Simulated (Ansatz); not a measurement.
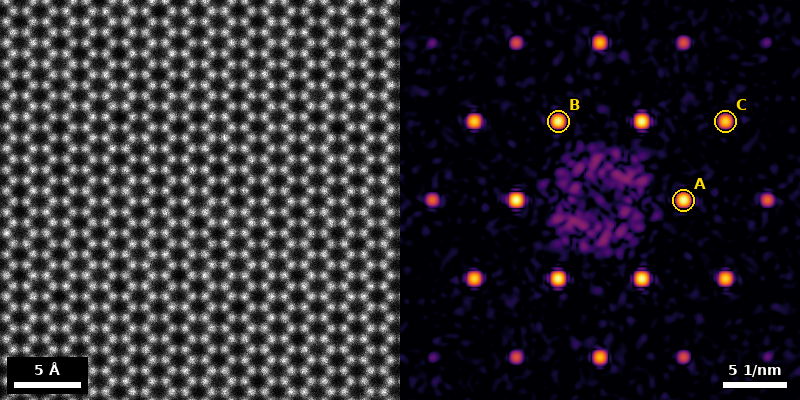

Z-contrast image of C (P6_3/mmc, No. 194) along [201]. Simulation: incoherent imaging, intensity Z^1.7 per atom, probe width 0.60 Å, thin sample. Shot noise and the speckle of an amorphous layer were added. Atomic positions: the geometry given to an electronic-structure calculation, possibly off equilibrium; the starting structure was generated, so it need not be a known form of this composition.

The right panel is the modulus of the image's Fourier transform on a logarithmic scale.

a = 1.719 Å, b = 1.719 Å, c = 8.198 Å, α = 90.00°, β = 90.00°, γ = 120.00°

Index the marked spots and give their plane spacings (the zone axis points at the viewer; indices equivalent by symmetry, or all signs reversed, are as good).

A: (0 -1 0), d = 1.49 Å; B: (1 0 -2), d = 1.40 Å; C: (1 -2 -2), d = 0.84 Å. A and B enclose 118°, and every spot obeys the zone law hu + kv + lw = 0 for [201].
